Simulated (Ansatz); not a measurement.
# La₃O₂: what the fields show

```
La O
1.0
     7.92034    0.00000    0.00000
    -3.96017    6.85921    0.00000
     0.00000    0.00000   10.22364
La O
9 6
Direct
  0.83333 0.16667 0.16667
  0.50000 0.50000 0.50000
  0.16667 0.83333 0.83333
  0.83333 0.66667 0.16667
  0.50000 0.00000 0.50000
  0.16667 0.33333 0.83333
  0.33333 0.16667 0.16667
  0.00000 0.50000 0.50000
  0.66667 0.83333 0.83333
  0.66667 0.33333 0.16771
  0.33333 0.66667 0.50105
  0.00000 0.00000 0.83438
  0.00000 0.00000 0.16562
  0.66667 0.33333 0.49895
  0.33333 0.66667 0.83229
```

Space group R-3m; a structure generated by program, which may or may not match a known phase; computed without spin polarisation.

Computed with DFT PBE, scalar-relativistic, plane waves, PAW in Ansatz.

In a PAW calculation such maps are meaningful between the atoms, not at the nuclei.

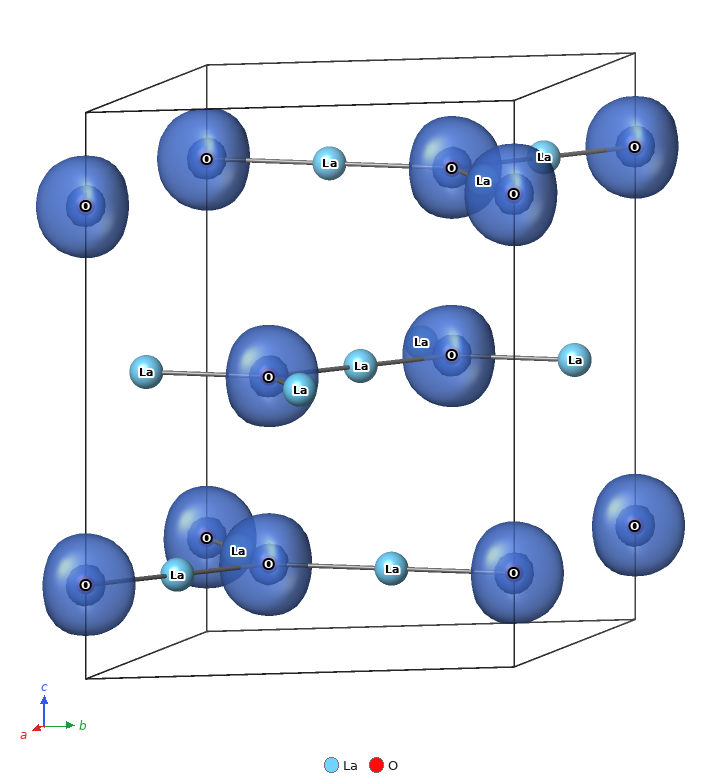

Figure 1. Isosurface of the electron localisation function at 0.7 (blue), seen slightly off an axis. Only the valence region is drawn (cores and ρ < 0.01 e/Å³ removed). Sticks mark near contacts.

> Where are the electrons localised?

At this value the surface marks out six regions wrapped around O (the valence shell of each), counted in one cell of 15 atoms. Any copies at cell faces, edges or corners count once. Along the contacts the grid gives the following. La–O (2.29 Å): the ELF is about 0.35 at the midpoint (no localised pair shows between them).

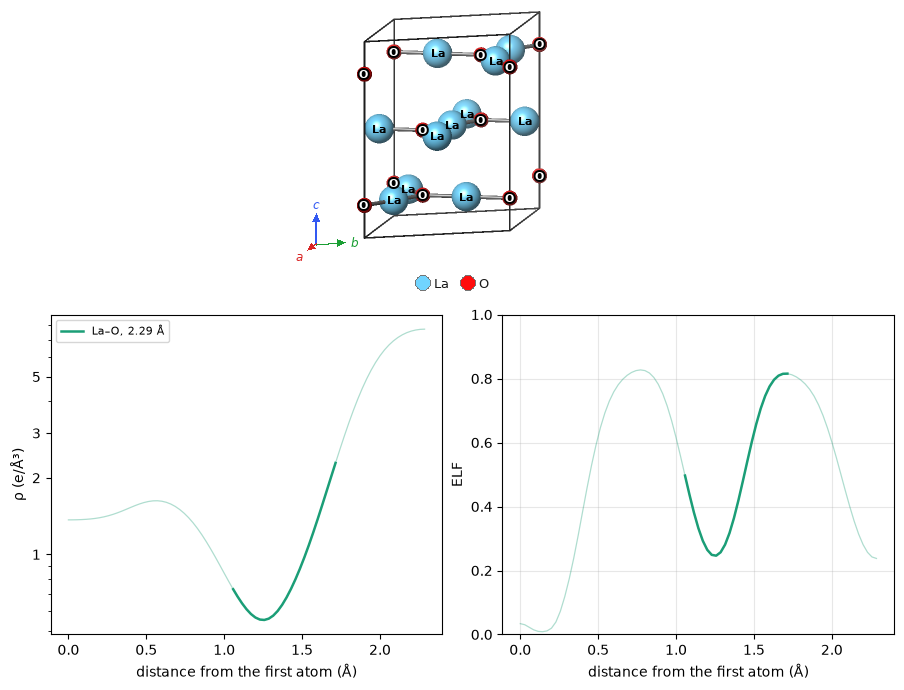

Figure 2. Valence pseudo-density and ELF along straight lines between neighbouring atoms. Thin, pale parts lie inside the atomic spheres. The structure is drawn too.

> What can be read from the curves?

La–O (2.29 Å): the density is about 0.61 e/Å³ at the midpoint; the ELF is about 0.35 at the midpoint (no localised pair shows between them).

> Metal or insulator at this level of theory?

It is gapless in this calculation (a metal or semimetal).
